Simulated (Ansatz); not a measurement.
Sc (Fd-3m, No. 227): the geometry relaxed with DFT, m-r2SCAN, plane waves (500 eV) with PAW, scalar-relativistic in Ansatz; the starting structure was generated, so it need not be a known form of this composition.

```
CELL_PARAMETERS angstrom
6.34535 0.00000 0.00000
0.00000 6.34535 0.00000
0.00000 0.00000 6.34535
ATOMIC_POSITIONS crystal
Sc 0.75000 0.75000 0.75000
Sc 0.00000 0.50000 0.00000
Sc 0.75000 0.25000 0.25000
Sc 0.00000 0.00000 0.50000
Sc 0.25000 0.75000 0.25000
Sc 0.50000 0.50000 0.50000
Sc 0.25000 0.25000 0.75000
Sc 0.50000 0.00000 0.00000
```

Q: What will a dark-field STEM-like image along [111] show? The image is simulated as a sum over atoms of Z^1.8, blurred by a 1.30 Å probe (no channelling). The display is stretched by a gamma of 0.8; percentages refer to the linear signal. Shot noise and the speckle of an amorphous layer were added.

A: The columns repeat on a hexagonal net with a repeat of 2.59 Å (plane group p6mm). All columns are alike (Sc). The shortest distance between visible columns is 2.59 Å in projection. Along the beam the structure repeats every 10.99 Å.

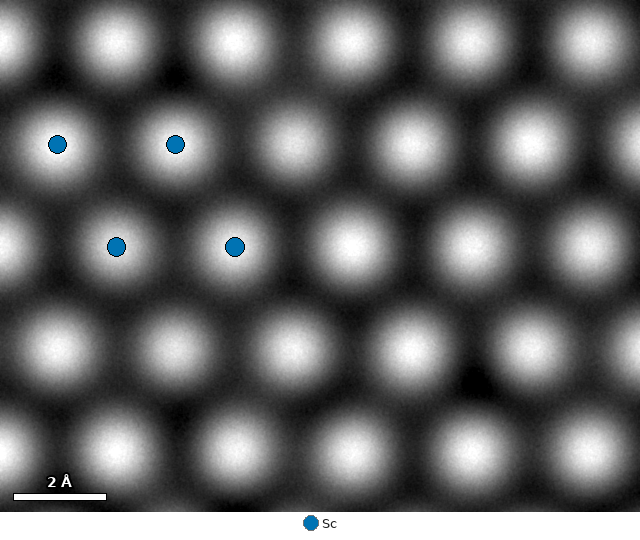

The simulated image, with the columns of the model marked in one corner.
